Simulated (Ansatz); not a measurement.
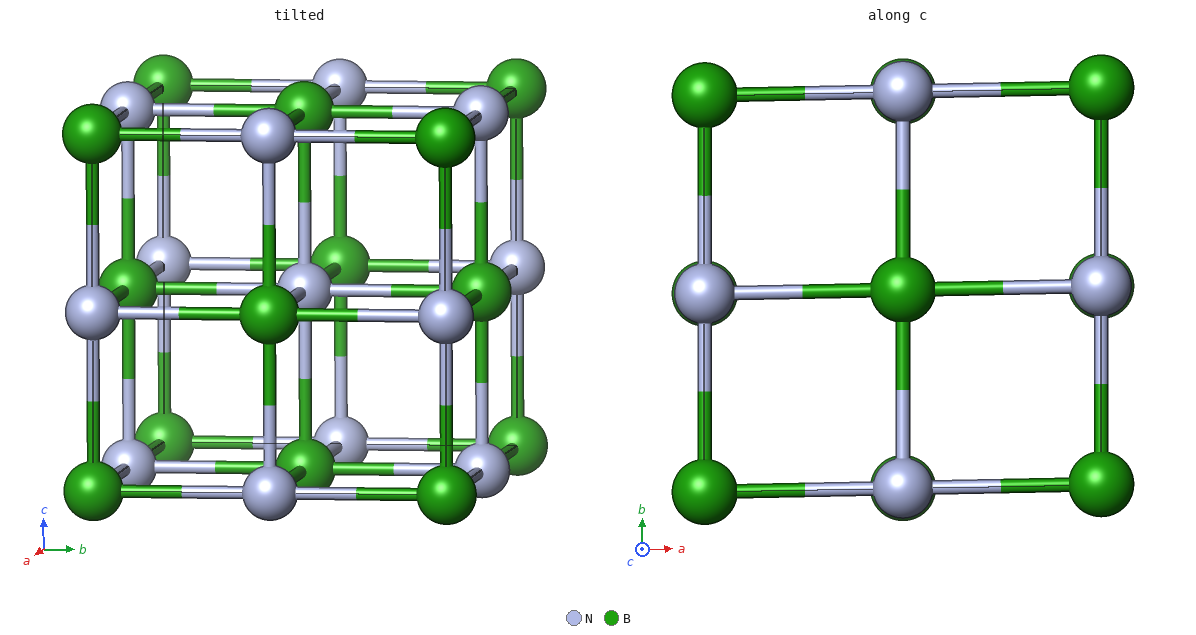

Ball-and-stick drawing of the structure, looking slightly off an axis and along the c axis. The edges of the drawn cell (a repeat of the simulation cell) are marked.

BN, a = 3.527 Å, b = 3.527 Å, c = 3.527 Å, α = 88.86°, β = 88.86°, γ = 88.86°. Strictly the space group is R-3m (No. 166, within 0.01 Å). It is a distorted form of a face-centred cubic structure, space group Fm-3m (No. 225) within 0.25 Å: rock salt (NaCl type). The model was built from a structure type filled with these elements by a generator (whether the compound takes this form wasn't checked). The cell was then strained or its atoms displaced on purpose. Ansatz was used for an electronic-structure calculation on it.

This one geometry was computed with Ansatz (DFT, plane waves, PAW) at three levels of theory: r2SCAN, HSE06 and PBE. It was relaxed with r2SCAN and then strained.

Which level gives the highest pressure at this volume, and what does that say about its equilibrium volume?

Answer. Highest: PBE (-6.9 GPa), which points to the largest equilibrium volume. Lowest, with the smallest volume: HSE06 (-19.2 GPa). Levels within 0.5 GPa of each other can't be told apart.

How does the band gap change with the level of theory?

Answer. PBE: a gap of 0.80 eV, indirect; r2SCAN: a gap of 0.92 eV, indirect; HSE06: a gap of 1.75 eV, indirect.

Collect the results in a table.

Answer.
| level | cutoff (eV) | k-mesh of the run's cell | gap (eV) | pressure (GPa) |
| --- | --- | --- | --- | --- |
| r2SCAN | 500 | 12×12×12 | 0.92 | -10.8 |
| HSE06 | 420 | 8×8×8 | 1.75 | -19.2 |
| PBE | 420 | 12×12×12 | 0.80 | -6.9 |

Gaps are taken on the k-mesh or band path of each run.
